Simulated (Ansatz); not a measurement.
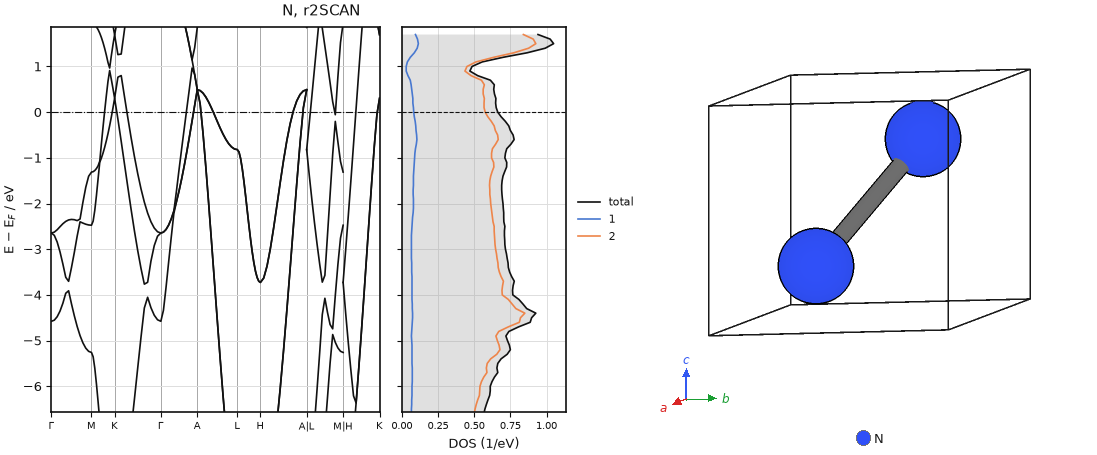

Band structure and density of states, beside the structure. Energies are counted from the Fermi level. The partial curves are projected on Löwdin-orthogonalised atomic shells.

Calculation on N, space group P6_3/mmc (No. 194), 2 atoms in the cell.

Computed with Ansatz 0.2.0: DFT r2SCAN, scalar-relativistic, plane waves, PAW, no spin polarisation, 18×18×18 k mesh, 500 eV cutoff, Gaussian smearing of 0.1 eV.

Assign each number in the legend. The candidates: N 2p, N 2s.

Answer. 1 is N 2s; 2 is N 2p.

Is there a gap at the Fermi level?

Answer. A metal: 4 bands cross the Fermi level along this path.
